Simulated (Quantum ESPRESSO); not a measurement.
## A series of single points on PbS

System: PbS (2 atoms in the cell).
Method: Kohn-Sham DFT of a periodic cell, PBE, SSSP 1.3 efficiency PBE, no spin polarisation (Quantum ESPRESSO 7.5).

The 7 runs differ only in the geometry, by an even scaling of the cell at fixed fractional positions. The structure derives from a Materials Project entry.

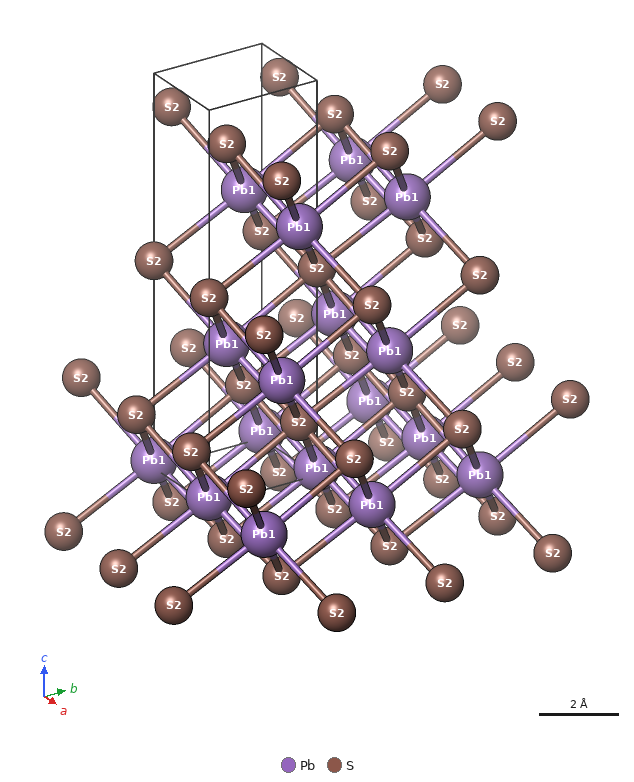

Figure 1. The structure of run 4 (ball-and-stick view of the cell 3 times as large as that of the calculation, set on its symmetry axes, repeated 2 × 2 × 1, seen slightly off an axis; bonded neighbours outside the cell are drawn too; atoms are numbered from 1 in the order of the input).

## Input of run 4
```
&CONTROL
  calculation = 'scf'
  prefix = 'pwscf'
  outdir = './tmp'
  pseudo_dir = './pseudo'
  tprnfor = .true.
  tstress = .true.
  disk_io = 'low'
/
&SYSTEM
  ibrav = 0
  nat = 2
  ntyp = 2
  ecutwfc = 55
  ecutrho = 440
  nbnd = 16
  occupations = 'smearing'
  smearing = 'fd'
  degauss = 0.00367493
/
&ELECTRONS
  conv_thr = 4d-10
  electron_maxstep = 120
  mixing_beta = 0.5
/
ATOMIC_SPECIES
Pb   207.2000 Pb.pbe-dn-kjpaw_psl.0.2.2.UPF
S     32.0600 s_pbe_v1.4.uspp.F.UPF
CELL_PARAMETERS angstrom
   2.1126617058    1.2197458045    3.4519162518
  -2.1126617058    1.2197458045    3.4519162518
   0.0000000000   -2.4394916091    3.4519162518
ATOMIC_POSITIONS crystal
Pb     0.9805657800    0.9805657800    0.9805657800
S      0.4750355500    0.4750355500    0.4750355500
K_POINTS automatic
8 8 8 0 0 0
```

## File pp_density.in of run 4
```
&INPUTPP
  prefix = 'pwscf'
  outdir = './tmp'
  filplot = 'density.dat'
  plot_num = 0
/
&PLOT
  nfile = 1
  filepp(1) = 'density.dat'
  iflag = 3
  output_format = 6
  fileout = 'density.cube'
/
```

## File pp_potential.in of run 4
```
&INPUTPP
  prefix = 'pwscf'
  outdir = './tmp'
  filplot = 'potential.dat'
  plot_num = 11
/
&PLOT
  nfile = 1
  filepp(1) = 'potential.dat'
  iflag = 3
  output_format = 6
  fileout = 'potential.cube'
/
```

Command:
```bash
OMP_NUM_THREADS=1 pw.x -in pw.in > pw.out
OMP_NUM_THREADS=1 pp.x -in pp_density.in > pp_density.out
OMP_NUM_THREADS=1 pp.x -in pp_potential.in > pp_potential.out
```

Lattice vectors (Å) and fractional positions of run 4:
```
   2.112662    1.219746    3.451916
  -2.112662    1.219746    3.451916
   0.000000   -2.439492    3.451916
Pb  0.980566  0.980566  0.980566
S   0.475036  0.475036  0.475036
```

Run 2 has the same physical settings and fractional positions; its lattice vectors (Å) are:
```
   2.084109    1.203261    3.405263
  -2.084109    1.203261    3.405263
   0.000000   -2.406521    3.405263
```

## Results, with one run withheld

```csv
run,volume per atom (Å³),"free energy per atom, from the lowest run given (meV)",pressure (GPa),gap on the mesh (eV)
1,25.085,29.77,4.84,0.25
2,25.618,?,?,?
3,26.152,6.46,2.05,0.40
4,26.686,1.33,0.86,0.47
5,27.220,0.00,−0.22,0.53
6,27.753,2.07,−1.19,0.59
7,28.287,7.21,−2.06,0.64
```

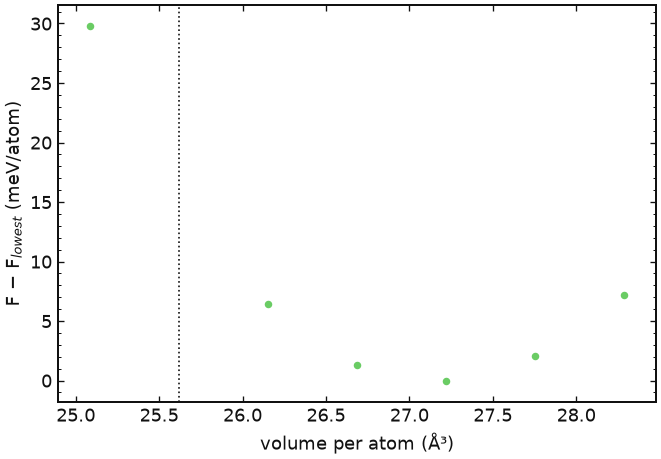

Figure 2. Free energy per atom of the runs given; the dotted line marks run 2.

Estimate the energy of run 2 from the others.

A cubic polynomial in V^(−2/3) (the Birch–Murnaghan form), fitted to the 6 runs given, misses them by under 0.01 meV per atom. With x = V^(−2/3) − 0.11158 Å⁻², it reads F = 0.61769 + 1456.6 x + 8.2283e+05 x² + 1.2006e+06 x³ (meV per atom). At run 2 it gives 15.79 meV per atom, and the run itself gives 15.78. The slope of the fit gives a pressure −dF/dV of 3.48 GPa there, and the run prints 3.38 GPa. The two needn't agree exactly: the fit is approximate, and the printed stress is taken on a finite basis. The fit has its minimum at 27.153 Å³ per atom, where V d²F/dV² gives 52.7 GPa. Cell shape and fractional positions are held, so this is the stiffness under even scaling; the relaxed bulk modulus wasn't computed. The gap on the mesh goes, without turning, from 0.25 eV in run 1 to 0.64 eV in run 7; run 2 has 0.32 eV. These are gaps of this functional on this mesh, which can miss the band edges; they aren't the measured gap.

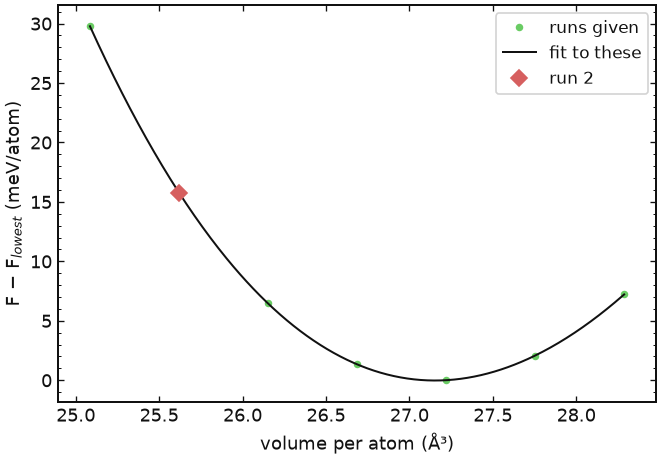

Figure 3. The fit and the withheld run.

## Some lines of the output (run 2)
```
[...]
     unit-cell volume          =     345.7631 (a.u.)^3
     number of k points=    65  Fermi-Dirac smearing, width (Ry)=  0.0037
     total energy              =    -894.68663154 Ry
     total energy              =    -894.72415635 Ry
     total energy              =    -894.73118582 Ry
     total energy              =    -894.73168956 Ry
     total energy              =    -894.73173128 Ry
     total energy              =    -894.73173256 Ry
     total energy              =    -894.73173265 Ry
     the Fermi energy is     9.0811 ev
!    total energy              =    -894.73173265 Ry
     The total energy is F=E-TS. E is the sum of the following terms:
     Computing stress (Cartesian axis) and pressure
          total   stress  (Ry/bohr**3)                   (kbar)     P=       33.77
```

Notes: Spin–orbit coupling is left out, which matters for Pb.
